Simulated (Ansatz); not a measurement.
A series of calculations on Zn16Se17

## 1. Relaxation

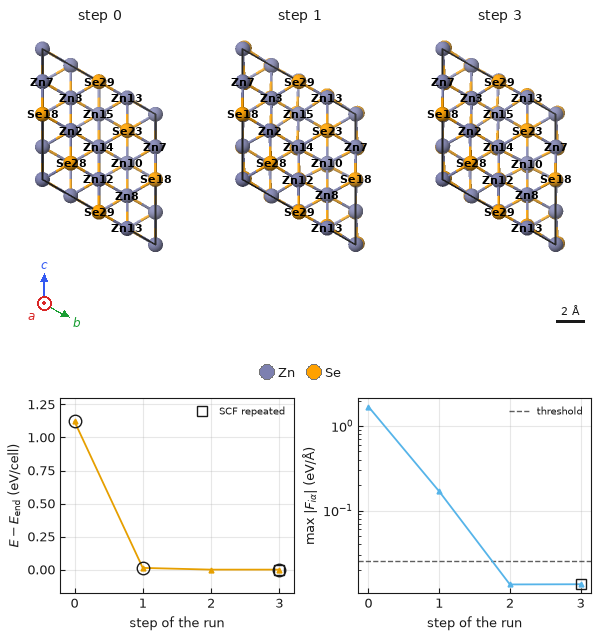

Frames of a relaxation of a defect cell of composition Zn16Se17, marked on the history of the run. Style: ball-and-stick. Shown: the cell of the calculation (origin shifted), along the a axis.

Case: Se interstitial, charge +0, atoms relaxed at the host's cell.

Method: Ansatz, DFT PBE, scalar-relativistic, plane waves, PAW. Set-up: plane-wave cutoff 420 eV; k-point mesh 2 × 2 × 2; occupations gaussian; smearing width 0.01 eV; mesh shifted by (0.5, 0.5, 0.5); no spin polarisation; atoms relaxed in a fixed cell; force threshold 0.025 eV/Å; at most 45 steps.

**Describe the path.**

The largest moves, 0.22 Å, are those of Se atoms. Largest moves by element: Se 0.22 Å, Zn 0.08 Å. The lattice vectors keep their values. Some distances before and after: Se–Zn 2.482 → 2.621 Å, Se–Zn 2.482 → 2.437 Å, Se–Zn 2.482 → 2.510 Å, Se–Zn 2.482 → 2.457 Å. Among the angles between lasting bonds that change: Zn–Se–Zn 109.5° → 116.5°, Zn–Se–Zn 109.5° → 102.9°, Se–Zn–Se 109.5° → 106.2°. The energy falls by 1.121 eV per cell of the calculation in 2 accepted moves (3 points after the start). The largest force component goes from 1.7 to 0.013 eV/Å. 1 step only repeated the SCF at the same geometry. From step 0 to 1: Se atoms move most (0.19 Å), energy −1.108 eV per cell of the calculation. From step 1 to 3: Se atoms move most (0.02 Å), energy −13.1 meV per cell of the calculation.

## 2. Relaxation

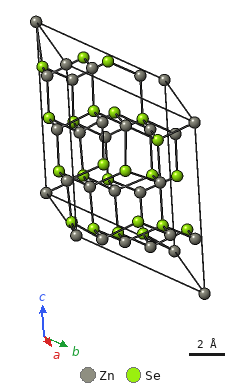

This is the input geometry for a relaxation of a defect cell of composition Zn16Se17 (cell charge −2). A ball-and-stick model of the cell of the calculation, seen slightly off an axis.

Case: Se interstitial, charge -2, atoms relaxed at the host's cell.

Method: Ansatz, DFT PBE, scalar-relativistic, plane waves, PAW.

Input
```yaml
crystal:
  lattice:
    - [-5.7317611754, 5.7317611754, -5.7317611754]
    - [5.7317611754, -5.7317611754, -5.7317611754]
    - [-5.7317611754, -5.7317611754, 5.7317611754]
  atoms:
    - { symbol: Zn, position: [0.4946567436, 0.2408447761, 0.2408447761] }
    - { symbol: Zn, position: [0.2408447761, 0.2408447761, 0.4946567436] }
    - { symbol: Zn, position: [0.0038119675, 0.2591552239, 0.75] }
    - { symbol: Zn, position: [0.75, 0.0038119675, 0.2591552239] }
    - { symbol: Zn, position: [0.75, 0.2591552239, 0.0038119675] }
    - { symbol: Zn, position: [0.4961880325, 0.0053432564, 0.4961880325] }
    - { symbol: Zn, position: [0.2591552239, 0.0038119675, 0.75] }
    - { symbol: Zn, position: [0.0038119675, 0.75, 0.2591552239] }
    - { symbol: Zn, position: [0.9983559569, 0.9983559569, 0.9983559569] }
    - { symbol: Zn, position: [0.75, 0.75, 0.5016440431] }
    - { symbol: Zn, position: [0.5016440431, 0.75, 0.75] }
    - { symbol: Zn, position: [0.2408447761, 0.4946567436, 0.2408447761] }
    - { symbol: Zn, position: [0.2591552239, 0.75, 0.0038119675] }
    - { symbol: Zn, position: [0.0053432564, 0.4961880325, 0.4961880325] }
    - { symbol: Zn, position: [0.75, 0.5016440431, 0.75] }
    - { symbol: Zn, position: [0.4961880325, 0.4961880325, 0.0053432564] }
    - { symbol: Se, position: [0.5, 0.0, 0.25] }
    - { symbol: Se, position: [0.25, 0.0, 0.5] }
    - { symbol: Se, position: [0.0227497442, 0.0227497442, 0.75] }
    - { symbol: Se, position: [0.75, 0.75, 0.2515185217] }
    - { symbol: Se, position: [0.75, 0.0227497442, 0.0227497442] }
    - { symbol: Se, position: [0.4772502558, 0.75, 0.4772502558] }
    - { symbol: Se, position: [0.2515185217, 0.75, 0.75] }
    - { symbol: Se, position: [0.0, 0.5, 0.25] }
    - { symbol: Se, position: [0.0227497442, 0.75, 0.0227497442] }
    - { symbol: Se, position: [0.75, 0.4772502558, 0.4772502558] }
    - { symbol: Se, position: [0.4772502558, 0.4772502558, 0.75] }
    - { symbol: Se, position: [0.2484814783, 0.2484814783, 0.2484814783] }
    - { symbol: Se, position: [0.25, 0.5, 0.0] }
    - { symbol: Se, position: [0.0, 0.25, 0.5] }
    - { symbol: Se, position: [0.75, 0.2515185217, 0.75] }
    - { symbol: Se, position: [0.5, 0.25, 0.0] }
    - { symbol: Se, position: [0.75, 0.75, 0.75] }
  host:
    lattice:
      - [0.0, 2.8658805877, 2.8658805877]
      - [2.8658805877, 0.0, 2.8658805877]
      - [2.8658805877, 2.8658805877, 0.0]
    atoms:
      - { symbol: Zn, position: [0.0, 0.0, 0.0] }
      - { symbol: Se, position: [0.75, 0.75, 0.75] }
total_charge: -2
basis:
  ecutwfc: 420
  xc_grid: 2
kpoints:
  mp_grid: { grid: [2, 2, 2], shift: [0.5, 0.5, 0.5] }
hamiltonian:
  xc: pbe
scf:
  occupations: { method: gaussian, width: 0.01 }
output:
  forces: true
  stress: false
  eigenvalues: true
  charged_corrections:
    defect_position: [0.75, 0.75, 0.75]
    epsilon: [[10.789, 0.0, 0.0], [0.0, 10.789, 0.0], [0.0, 0.0, 10.789]]
  write_density: true
  write_potential: true
  elf: true
  volumetric_format: npy
relax:
  adjacent_minimum: "off"
  f_tol: 0.025
  max_steps: 45
```

Launched with:
```bash
ansatz run input.yaml --threads 4 --pin off --max-ram 10240MiB --backend cpu --events-out ev --progress --plain --runs-dir out
```

Question: What does the optimiser find from here?

Answer: The largest moves, 0.048 Å, are those of Zn9, Zn10, Zn11 and Zn15. Zn9 goes along [−1 −1 −1]. By element the largest moves are Zn 0.048 Å, Se 0.045 Å. The lattice vectors keep their values. Among the contacts that change: Zn10–Se33 2.466 → 2.417 Å, Zn10–Se20 2.483 → 2.513 Å, Zn12–Se22 2.416 → 2.398 Å, Zn10–Se19 2.637 → 2.655 Å. Bond angles that change, for instance: Zn11–Se27–Zn15 99.5° → 96.0°. Over 2 geometry steps the energy falls by 94.7 meV per cell of the calculation. The largest force component goes from 0.37 to 0.017 eV/Å. Cost: 45 s on 4 threads of Intel(R) Xeon(R) CPU @ 2.60GHz (Ice Lake) (shared host), peak memory 2.3 GiB.

Limits of the set-up: the cell is charged, on a uniform background, and energies carry no finite-size correction.

## 3. Defect

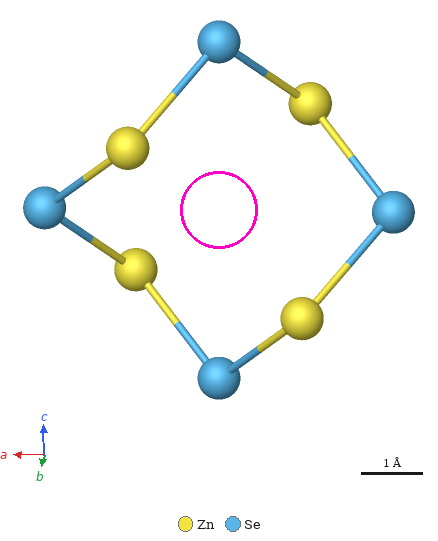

Perfect ZnSe. Style: ball-and-stick. Shown: the atoms within 4.6 Å of one point, in a slice 5.0 Å thick across the line of sight, from a free direction.

All numbers below come from DFT PBE, scalar-relativistic, plane waves, PAW in Ansatz 0.2.0. Set-up: plane-wave cutoff 420 eV; k-point mesh 2 × 2 × 2; occupations gaussian; smearing width 0.01 eV; mesh shifted by (0.5, 0.5, 0.5); collinear spin. The cell is small and the k-mesh coarse, so the numbers are rough. A uniform background neutralises the charged cell. The axes drawn are those of the host's conventional cell.

An extra selenium atom is put between the host's atoms (an interstitial) at the ringed place, in charge state −1. The supercell has 32 sites, and the atoms are relaxed at the host's cell.

How do the neighbours respond?

Answer. The Se atom starts with 4 Zn at 2.48 Å, 6 Se at 2.87 Å around its place and ends with 4 Zn at 2.47 Å. Of the host's atoms, a selenium atom moves furthest from its site, by 0.26 Å.

The relaxed defect, seen from the same direction:

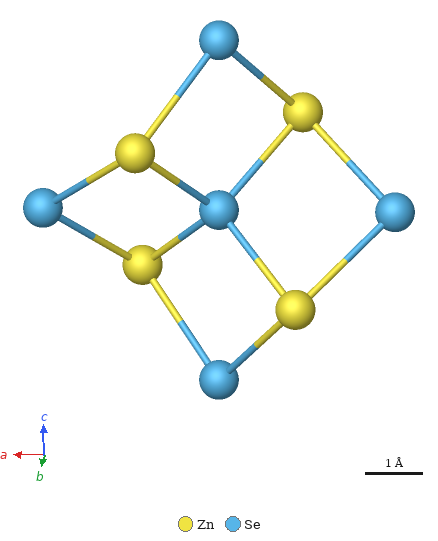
